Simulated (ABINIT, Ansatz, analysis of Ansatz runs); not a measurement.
# AlN (P6_3mc): the host for defect calculations, part 3 of 3

Aim: the runs on the perfect crystal AlN (P6_3mc) that a defect calculation needs first.

Ansatz 0.2.0; plane-wave PAW DFT, LDA; relaxation of the host's cell and atoms (the session's first sound run).

So far: Starting point; Host cell relaxation; Defect free supercell on its symmetric sites.

## Step 4: Defect free supercell relaxed from displaced atoms

This step: plane-wave PAW DFT, LDA; relaxation of the defect-free supercell from random displacements, a test of the host's stability (Ansatz 0.2.0).

pristine.rattled/input.yaml reads:

```yaml
crystal:
  lattice:
    - [9.2665478325, 8.55e-08, 0.0]
    - [-4.6332739903, 8.0250657856, 0.0]
    - [0.0, 0.0, 9.8860872122]
  atoms:
    - { symbol: Al, position: [0.2222222222, 0.1111111111, 0.2495020966] }
    - { symbol: Al, position: [0.1111111111, 0.2222222222, 0.4995020966] }
    - { symbol: "N", position: [0.2222222222, 0.1111111111, 0.4404979034] }
    - { symbol: "N", position: [0.1111111111, 0.2222222222, 0.1904979034] }
    - { symbol: Al, position: [0.2222222222, 0.1111111111, 0.7495020966] }
    - { symbol: Al, position: [0.1111111111, 0.2222222222, 0.9995020966] }
    - { symbol: "N", position: [0.2222222222, 0.1111111111, 0.9404979034] }
    - { symbol: "N", position: [0.1111111111, 0.2222222222, 0.6904979035] }
    - { symbol: Al, position: [0.2222222222, 0.4444444444, 0.2495020966] }
    - { symbol: Al, position: [0.1111111111, 0.5555555556, 0.4995020966] }
    - { symbol: "N", position: [0.2222222222, 0.4444444444, 0.4404979034] }
    - { symbol: "N", position: [0.1111111111, 0.5555555556, 0.1904979034] }
    - { symbol: Al, position: [0.2222222222, 0.4444444444, 0.7495020966] }
    - { symbol: Al, position: [0.1111111111, 0.5555555556, 0.9995020966] }
    - { symbol: "N", position: [0.2222222222, 0.4444444444, 0.9404979034] }
    - { symbol: "N", position: [0.1111111111, 0.5555555556, 0.6904979035] }
    - { symbol: Al, position: [0.2222222222, 0.7777777778, 0.2495020966] }
    - { symbol: Al, position: [0.1111111111, 0.8888888889, 0.4995020966] }
    - { symbol: "N", position: [0.2222222222, 0.7777777778, 0.4404979034] }
    - { symbol: "N", position: [0.1111111111, 0.8888888889, 0.1904979034] }
    - { symbol: Al, position: [0.2222222222, 0.7777777778, 0.7495020966] }
    - { symbol: Al, position: [0.1111111111, 0.8888888889, 0.9995020966] }
    - { symbol: "N", position: [0.2222222222, 0.7777777778, 0.9404979034] }
    - { symbol: "N", position: [0.1111111111, 0.8888888889, 0.6904979035] }
    - { symbol: Al, position: [0.5555555556, 0.1111111111, 0.2495020966] }
    - { symbol: Al, position: [0.4444444444, 0.2222222222, 0.4995020966] }
    - { symbol: "N", position: [0.5555555556, 0.1111111111, 0.4404979034] }
    - { symbol: "N", position: [0.4444444444, 0.2222222222, 0.1904979034] }
    - { symbol: Al, position: [0.5555555556, 0.1111111111, 0.7495020966] }
    - { symbol: Al, position: [0.4444444444, 0.2222222222, 0.9995020966] }
    - { symbol: "N", position: [0.5555555556, 0.1111111111, 0.9404979034] }
    - { symbol: "N", position: [0.4444444444, 0.2222222222, 0.6904979035] }
    - { symbol: Al, position: [0.5555555556, 0.4444444444, 0.2495020966] }
    - { symbol: Al, position: [0.4444444444, 0.5555555556, 0.4995020966] }
    - { symbol: "N", position: [0.5555555556, 0.4444444444, 0.4404979034] }
    - { symbol: "N", position: [0.4444444444, 0.5555555556, 0.1904979034] }
    - { symbol: Al, position: [0.5555555556, 0.4444444444, 0.7495020966] }
    - { symbol: Al, position: [0.4444444444, 0.5555555556, 0.9995020966] }
    - { symbol: "N", position: [0.5555555556, 0.4444444444, 0.9404979034] }
    - { symbol: "N", position: [0.4444444444, 0.5555555556, 0.6904979035] }
    - { symbol: Al, position: [0.5555555556, 0.7777777778, 0.2495020966] }
    - { symbol: Al, position: [0.4444444444, 0.8888888889, 0.4995020966] }
    - { symbol: "N", position: [0.5555555556, 0.7777777778, 0.4404979034] }
    - { symbol: "N", position: [0.4444444444, 0.8888888889, 0.1904979034] }
    - { symbol: Al, position: [0.5555555556, 0.7777777778, 0.7495020966] }
    - { symbol: Al, position: [0.4444444444, 0.8888888889, 0.9995020966] }
    - { symbol: "N", position: [0.5555555556, 0.7777777778, 0.9404979034] }
    - { symbol: "N", position: [0.4444444444, 0.8888888889, 0.6904979035] }
    - { symbol: Al, position: [0.8888888889, 0.1111111111, 0.2495020966] }
    - { symbol: Al, position: [0.7777777778, 0.2222222222, 0.4995020966] }
    - { symbol: "N", position: [0.8888888889, 0.1111111111, 0.4404979034] }
    - { symbol: "N", position: [0.7777777778, 0.2222222222, 0.1904979034] }
    - { symbol: Al, position: [0.8888888889, 0.1111111111, 0.7495020966] }
    - { symbol: Al, position: [0.7777777778, 0.2222222222, 0.9995020966] }
    - { symbol: "N", position: [0.8888888889, 0.1111111111, 0.9404979034] }
    - { symbol: "N", position: [0.7777777778, 0.2222222222, 0.6904979035] }
    - { symbol: Al, position: [0.8888888889, 0.4444444444, 0.2495020966] }
    - { symbol: Al, position: [0.7777777778, 0.5555555556, 0.4995020966] }
    - { symbol: "N", position: [0.8888888889, 0.4444444444, 0.4404979034] }
    - { symbol: "N", position: [0.7777777778, 0.5555555556, 0.1904979034] }
    - { symbol: Al, position: [0.8888888889, 0.4444444444, 0.7495020966] }
    - { symbol: Al, position: [0.7777777778, 0.5555555556, 0.9995020966] }
    - { symbol: "N", position: [0.8888888889, 0.4444444444, 0.9404979034] }
    - { symbol: "N", position: [0.7777777778, 0.5555555556, 0.6904979035] }
    - { symbol: Al, position: [0.8888888889, 0.7777777778, 0.2495020966] }
    - { symbol: Al, position: [0.7777777778, 0.8888888889, 0.4995020966] }
    - { symbol: "N", position: [0.8888888889, 0.7777777778, 0.4404979034] }
    - { symbol: "N", position: [0.7777777778, 0.8888888889, 0.1904979034] }
    - { symbol: Al, position: [0.8888888889, 0.7777777778, 0.7495020966] }
    - { symbol: Al, position: [0.7777777778, 0.8888888889, 0.9995020966] }
    - { symbol: "N", position: [0.8888888889, 0.7777777778, 0.9404979034] }
    - { symbol: "N", position: [0.7777777778, 0.8888888889, 0.6904979035] }
basis:
  ecutwfc: 420
  xc_grid: 2
hamiltonian:
  xc: lda
kpoints:
  mp_grid: { grid: [1, 1, 1], shift: [0.25, 0.25, 0.25] }
scf:
  occupations: { method: fermi_dirac, width: 0.01 }
  max_iter: 80
output:
  forces: true
relax:
  f_tol: 0.01
  max_steps: 120
  random_displacement: { amplitude: 0.08, seed: 5796 }
```

The run is started by

```console
> ansatz run input.yaml --threads 4 --pin off --max-ram 15073MiB --backend cpu --events-out ev --progress --plain --runs-dir out
```

Numbers of over 12 decimals in the logs are rounded to 6 here.

The program printed:

```text
[...]
Crystal: 72 atoms, lattice volume = 735.175 Å³
Basis set: ecut = 420 eV, 14445 PW (Γ), exchange–correlation on 128×128×144 points (8 copies of the dense FFT grid, shifted against one another)
Bands: 216, of which v1, the nominal top of the filled ones, is band 144 counted from 1 (143 counted from 0)
Symmetry: 1 space group operations
k-points: 1
[...]
SCF iter   1: F=—  HF=-32031.455917 eV  |F-HF|=—  |Δ(HF+E_count)|=         —  Δρ=1.05e-2  dr2=9.24e-1  ethr=1.77e-3  ⟨swp⟩=6.0  Hψ=990  notcnv=0  defer=34
[...]
SCF iter   6: F=-32031.158981 eV  HF=-32031.158982 eV  |F-HF|=5.73e-7  |Δ(HF+E_count)|=   9.55e-6  Δρ=1.44e-5  dr2=1.04e-6  ethr=8.68e-10  ⟨swp⟩=2.0  Hψ=627  notcnv=0
SCF 1 converged in 6 iterations: F = -32031.158981 eV  dr2 = 1.04e-6
[...]
relax step   1: F+E_penalty+E_count = -32031.15898124 eV  Δ(F+E_penalty+E_count) = +0.000e0 eV  max|allowed force component| = 3.476e0 eV/Å  Δτ_max = 0.0000 Å  (6 SCF iters, dr2 threshold 2.50e-6 eV, accepted)
[...]
relax step   2: F+E_penalty+E_count = -32034.40147460 eV  Δ(F+E_penalty+E_count) = -3.242e0 eV  max|allowed force component| = 1.881e0 eV/Å  Δτ_max = 0.0720 Å  (6 SCF iters, dr2 threshold 1.00e-4 eV, accepted)
relax step   3: F+E_penalty+E_count = -32035.96288470 eV  Δ(F+E_penalty+E_count) = -1.561e0 eV  max|allowed force component| = 2.932e-2 eV/Å  Δτ_max = 0.0639 Å  (6 SCF iters, dr2 threshold 1.00e-4 eV, accepted)
relax step   4: F+E_penalty+E_count = -32035.96288734 eV  Δ(F+E_penalty+E_count) = -2.634e-6 eV  max|allowed force component| = 2.910e-2 eV/Å  Δτ_max = 0.0000 Å  (4 SCF iters, accepted)
relax step   5: F+E_penalty+E_count = -32035.95873981 eV  Δ(F+E_penalty+E_count) = +4.148e-3 eV  max|allowed force component| = 8.611e-2 eV/Å  Δτ_max = 0.0065 Å  (6 SCF iters, rejected (line search))
SCF iter   1: F=—  HF=-32035.964704 eV  |F-HF|=—  |Δ(HF+E_count)|=         —  Δρ=6.64e-4  dr2=4.00e-3  ethr=1.37e-5  ⟨swp⟩=3.0  Hψ=362  notcnv=0  defer=64
[...]
SCF iter   6: F=-32035.963486 eV  HF=-32035.963486 eV  |F-HF|=2.70e-8  |Δ(HF+E_count)|=   3.01e-8  Δρ=2.44e-6  dr2=3.91e-8  ethr=3.47e-11  ⟨swp⟩=3.0  Hψ=508  notcnv=0
SCF 6 converged in 6 iterations: F = -32035.963486 eV  dr2 = 3.91e-8
relax step   6: F+E_penalty+E_count = -32035.96348570 eV  Δ(F+E_penalty+E_count) = -5.984e-4 eV  max|allowed force component| = 8.073e-3 eV/Å  Δτ_max = 0.0024 Å  (6 SCF iters, accepted)
SCF converged after 6 iterations
Free energy (F): -32035.963486 eV
[...]
Internal energy: -32035.963486 eV  (E = F + TS)
E sigma→0 (E₀):  -32035.963486 eV
Fermi energy:    9.581188 eV
[...]
--- Forces (eV/Å), atoms counted from 1 ---
  atom   1  Al    -0.00385456    -0.00333021    -0.00074028
  atom   2  Al    -0.00417838     0.00490904     0.00138918
  atom   3  N      0.00033720    -0.00028319    -0.00057700
  atom   4  N      0.00002579    -0.00222520     0.00034487
  atom   5  Al    -0.00114211     0.00099039    -0.00026747
  atom   6  Al    -0.00807281    -0.00057237    -0.00299220
  atom   7  N      0.00069505    -0.00203436     0.00200668
  atom   8  N     -0.00067813    -0.00004246     0.00151687
  atom   9  Al     0.00269582     0.00300757     0.00192605
  atom  10  Al     0.00106821    -0.00383712    -0.00787405
  atom  11  N     -0.00230568    -0.00022245     0.00283480
  atom  12  N     -0.00686017     0.00134662     0.00448161
  atom  13  Al     0.00324978     0.00105895    -0.00171507
  atom  14  Al    -0.00362108     0.00170200    -0.00344749
  atom  15  N     -0.00323311     0.00136105    -0.00299775
  atom  16  N     -0.00370849     0.00053262     0.00453663
  atom  17  Al     0.00478804     0.00058790    -0.00479340
  atom  18  Al    -0.00617629    -0.00326702    -0.00043343
  atom  19  N     -0.00148113    -0.00368350     0.00269241
  atom  20  N     -0.00134781    -0.00188550     0.00068096
  atom  21  Al     0.00077056    -0.00123527     0.00423111
  atom  22  Al     0.00115839    -0.00787857    -0.00488186
  atom  23  N     -0.00401087    -0.00154714    -0.00463855
  atom  24  N     -0.00197585    -0.00289680     0.00065997
  atom  25  Al     0.00181768    -0.00171937    -0.00413542
  atom  26  Al    -0.00360339     0.00008038     0.00113922
  atom  27  N     -0.00006385     0.00335952     0.00085399
  atom  28  N      0.00059783    -0.00347260     0.00209852
  atom  29  Al    -0.00216571     0.00353476     0.00624755
  atom  30  Al     0.00580774    -0.00180035    -0.00438193
  atom  31  N      0.00258660     0.00417562     0.00045789
  atom  32  N      0.00152907    -0.00258434    -0.00096371
  atom  33  Al     0.00126727     0.00611389    -0.00091341
  atom  34  Al    -0.00619812     0.00374518     0.00280907
  atom  35  N      0.00320738    -0.00068047    -0.00007630
  atom  36  N     -0.00281002     0.00221520     0.00229240
  atom  37  Al    -0.00390827     0.00425435     0.00304265
  atom  38  Al     0.00126809     0.00348674    -0.00060098
  atom  39  N      0.00694649    -0.00031165    -0.00122639
  atom  40  N     -0.00047918     0.00222603    -0.00069161
[...]
atom  61  Al    -0.00066174     0.00209479    -0.00076751
  atom  62  Al    -0.00360324     0.00330612    -0.00672346
  atom  63  N      0.00582670     0.00093768    -0.00019659
  atom  64  N      0.00228273     0.00003812    -0.00005184
  atom  65  Al    -0.00116704     0.00129898    -0.00176602
  atom  66  Al    -0.00165937    -0.00343988     0.00057274
  atom  67  N      0.00472697    -0.00166659     0.00254940
  atom  68  N      0.00102513     0.00080227    -0.00126758
  atom  69  Al     0.00080785    -0.00052995    -0.00020751
  atom  70  Al    -0.00121553    -0.00021937    -0.00177562
  atom  71  N      0.00537165    -0.00320321     0.00411703
  atom  72  N      0.00446913    -0.00003333    -0.00121371
  max |Σ_I F_I| component: 1.03e-5 eV/Å
--- Relaxed structure (6 steps of the walk, 5 accepted, 0 SCFs on fresh bases) ---
  F+E_penalty+E_count = -32035.96348570 eV   max|allowed force component| = 8.073e-3 eV/Å
  atoms:
    - { symbol: Al, position: [0.222081, 0.111221, 0.249369] }
    - { symbol: Al, position: [0.110894, 0.222315, 0.499331] }
    - { symbol: N, position: [0.221858, 0.111416, 0.440169] }
    - { symbol: N, position: [0.111105, 0.222120, 0.190171] }
    - { symbol: Al, position: [0.222053, 0.111192, 0.749339] }
    - { symbol: Al, position: [0.110913, 0.222327, 0.999371] }
    - { symbol: N, position: [0.221831, 0.111426, 0.940147] }
    - { symbol: N, position: [0.111101, 0.222112, 0.690148] }
    - { symbol: Al, position: [0.222014, 0.444494, 0.249340] }
    - { symbol: Al, position: [0.110890, 0.555686, 0.499389] }
    - { symbol: N, position: [0.221826, 0.444730, 0.440149] }
    - { symbol: N, position: [0.111095, 0.555424, 0.190155] }
    - { symbol: Al, position: [0.222025, 0.444497, 0.749363] }
    - { symbol: Al, position: [0.110865, 0.555646, 0.999365] }
    - { symbol: N, position: [0.221800, 0.444702, 0.940184] }
    - { symbol: N, position: [0.111102, 0.555443, 0.690168] }
    - { symbol: Al, position: [0.221990, 0.777831, 0.249359] }
    - { symbol: Al, position: [0.110915, 0.889033, 0.499345] }
    - { symbol: N, position: [0.221820, 0.778083, 0.440156] }
    - { symbol: N, position: [0.111103, 0.888825, 0.190182] }
    - { symbol: Al, position: [0.222003, 0.777850, 0.749352] }
    - { symbol: Al, position: [0.110870, 0.889066, 0.999380] }
    - { symbol: N, position: [0.221782, 0.778065, 0.940195] }
    - { symbol: N, position: [0.111106, 0.888814, 0.690156] }
    - { symbol: Al, position: [0.555340, 0.111170, 0.249356] }
    - { symbol: Al, position: [0.444247, 0.222351, 0.499353] }
    - { symbol: N, position: [0.555130, 0.111381, 0.440154] }
    - { symbol: N, position: [0.444440, 0.222141, 0.190155] }
    - { symbol: Al, position: [0.555364, 0.111161, 0.749326] }
    - { symbol: Al, position: [0.444197, 0.222366, 0.999358] }
    - { symbol: N, position: [0.555119, 0.111392, 0.940161] }
    - { symbol: N, position: [0.444444, 0.222134, 0.690160] }
    - { symbol: Al, position: [0.555339, 0.444487, 0.249348] }
    - { symbol: Al, position: [0.444231, 0.555656, 0.499335] }
    - { symbol: N, position: [0.555139, 0.444722, 0.440152] }
    - { symbol: N, position: [0.444415, 0.555418, 0.190148] }
    - { symbol: Al, position: [0.555383, 0.444501, 0.749342] }
    - { symbol: Al, position: [0.444181, 0.555661, 0.999343] }
    - { symbol: N, position: [0.555114, 0.444744, 0.940175] }
    - { symbol: N, position: [0.444428, 0.555439, 0.690167] }
    - { symbol: Al, position: [0.555298, 0.777823, 0.249330] }
    - { symbol: Al, position: [0.444193, 0.889032, 0.499352] }
    - { symbol: N, position: [0.555133, 0.778072, 0.440153] }
    - { symbol: N, position: [0.444417, 0.888788, 0.190158] }
    - { symbol: Al, position: [0.555381, 0.777880, 0.749329] }
    - { symbol: Al, position: [0.444161, 0.889010, 0.999320] }
    - { symbol: N, position: [0.555114, 0.778063, 0.940164] }
    - { symbol: N, position: [0.444389, 0.888791, 0.690167] }
    - { symbol: Al, position: [0.888700, 0.111211, 0.249328] }
    - { symbol: Al, position: [0.777507, 0.222313, 0.499336] }
    - { symbol: N, position: [0.888492, 0.111395, 0.440156] }
    - { symbol: N, position: [0.777748, 0.222120, 0.190180] }
    - { symbol: Al, position: [0.888714, 0.111179, 0.749352] }
    - { symbol: Al, position: [0.777551, 0.222329, 0.999382] }
    - { symbol: N, position: [0.888481, 0.111377, 0.940178] }
    - { symbol: N, position: [0.777745, 0.222097, 0.690146] }
    - { symbol: Al, position: [0.888664, 0.444471, 0.249369] }
    - { symbol: Al, position: [0.777535, 0.555656, 0.499320] }
    - { symbol: N, position: [0.888462, 0.444718, 0.440178] }
    - { symbol: N, position: [0.777759, 0.555447, 0.190190] }
    - { symbol: Al, position: [0.888678, 0.444489, 0.749354] }
    - { symbol: Al, position: [0.777533, 0.555666, 0.999394] }
    - { symbol: N, position: [0.888431, 0.444713, 0.940177] }
    - { symbol: N, position: [0.777760, 0.555457, 0.690150] }
    - { symbol: Al, position: [0.888689, 0.777856, 0.249367] }
    - { symbol: Al, position: [0.777544, 0.889029, 0.499326] }
    - { symbol: N, position: [0.888477, 0.778086, 0.440164] }
    - { symbol: N, position: [0.777725, 0.888780, 0.190185] }
    - { symbol: Al, position: [0.888683, 0.777861, 0.749338] }
    - { symbol: Al, position: [0.777505, 0.888991, 0.999374] }
    - { symbol: N, position: [0.888451, 0.778089, 0.940154] }
    - { symbol: N, position: [0.777735, 0.888802, 0.690151] }
```

Elapsed: 31 s, on 4 threads of Arm Neoverse V1, shared host; peak memory 1.1 GiB.

Relaxation path:

```tsv
step	energy less that of the first step (eV)	largest force component (eV/Å)
1	0.0000	3.4756
2	-3.2425	1.8815
3	-4.8039	0.0293
4	-4.8039	0.0291
5	-4.7998	0.0861
6	-4.8045	0.0081
```

Relaxation step 5 was tried and not accepted.

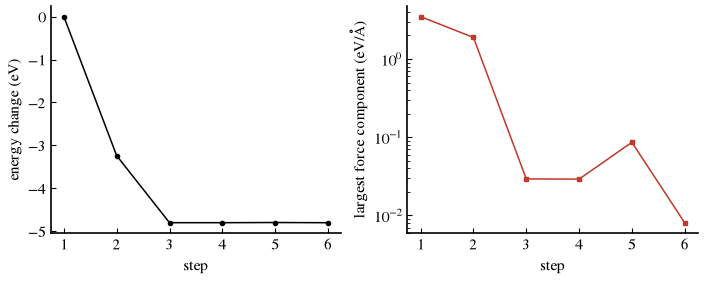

Energy and largest force along the relaxation.

The relaxation ends 67 meV an atom lower than the displaced start, with a largest force component of 0.0081 eV/Å.

## Step 5: Summary of results

```yaml
primitive_cell_vectors_lengths: 3.089, 3.089, 4.943 Å
symmetric_supercell_less_the_displaced_and_relaxed_one: 0.003 eV
```

In words: Step 2: The cell shrank by 4.0 % in volume. Step 4: The energy fell by 4.805 eV from the randomly displaced start; the atoms end within 0.005 Å of the sites as typed, once the mean shift is taken out. The displaced cell ends within 0.01 eV of the symmetric one, so no lower structure shows in this supercell. All at zero temperature.

[Logs are printed without paths, hosts, clocks, repeated set-up lines and the standing remarks that a program may print on its own settings, such as how far it seeks lower states.]

[Hosts, paths, dates, database ids (printed as entryN), source tags and the programs' standing remarks are cut or masked in the printed files.]

[Runs of the host that timed out are not shown.]

[For some hosts the program warned that the k-mesh of the response run may be too coarse for force constants and the static dielectric constant; such warnings are not always shown.]
